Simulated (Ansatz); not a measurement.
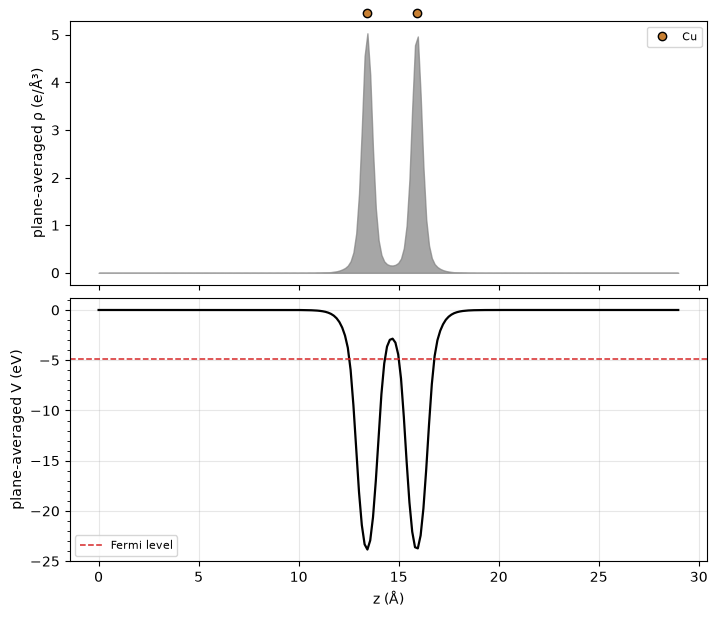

*Cu. Plane average of the electrostatic potential energy of an electron and of the valence electron density across the slab. Circles mark the heights of the atoms.*

A structure generated by program, which may or may not match a known phase; computed without spin polarisation.

All numbers below come from DFT PBE, scalar-relativistic, plane waves, PAW (Ansatz 0.2.0).

```cif
data_structure
_symmetry_space_group_name_H-M 'P 1'
_symmetry_Int_Tables_number 1
_cell_length_a 2.4542
_cell_length_b 2.4542
_cell_length_c 29.1154
_cell_angle_alpha 90.000
_cell_angle_beta 90.000
_cell_angle_gamma 120.000
_cell_volume 151.87
loop_
_atom_site_label
_atom_site_type_symbol
_atom_site_fract_x
_atom_site_fract_y
_atom_site_fract_z
_atom_site_occupancy
Cu1 Cu 0.00000 0.00000 0.33459 1
Cu2 Cu 0.00000 0.00000 0.24929 1
```

What is the work function?

Answer. The potential is flat in the vacuum, 4.89 eV above the Fermi level; this is the work function, the same on both faces.

How thick is the slab, and how wide the vacuum?

Answer. The outermost nuclei are 2.5 Å apart, in 2 atomic planes; the vacuum between periodic images is 26.6 Å wide.
